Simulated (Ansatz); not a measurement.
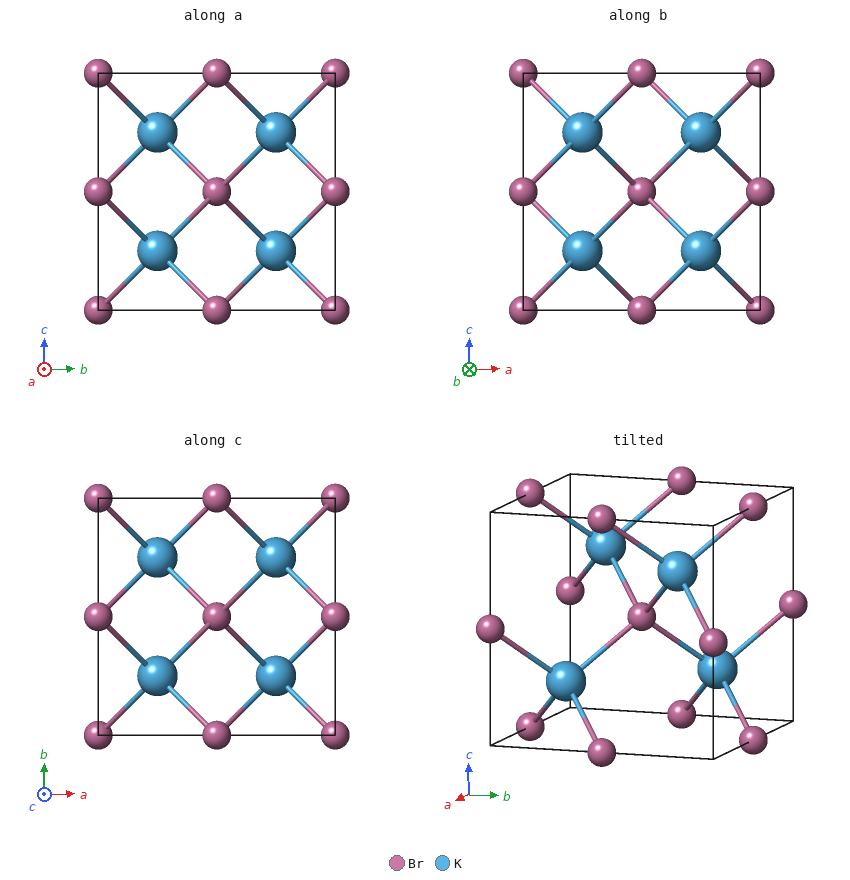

Ball-and-stick drawing of the structure, looking along the a axis, along the b axis, along the c axis and slightly off an axis. The lines enclose the drawn cell (a repeat of the simulation cell); boundary atoms appear with their images.

Lattice parameters: a = 7.443 Å, b = 7.443 Å, c = 7.443 Å, α = 89.98°, β = 89.98°, γ = 89.98°. Put a along x and b in the xy plane.

> Transcribe the picture into a POSCAR file.

```
Br K
1.0
     7.443    0.000    0.000
     0.003    7.443    0.000
     0.003    0.003    7.443
Br K
4 4
Direct
  0.0001 0.0001 0.5001
  0.5001 0.0001 0.0001
  0.0001 0.5001 0.0001
  0.5001 0.5001 0.5001
  0.2500 0.2500 0.7500
  0.7500 0.2500 0.2500
  0.2500 0.7500 0.2500
  0.7500 0.7500 0.7500
```

Provenance: a structure type filled with these elements by a generator (whether the compound takes this form wasn't checked). The atoms were relaxed in a fixed cell with DFT PBE, scalar-relativistic, plane waves, PAW in Ansatz.
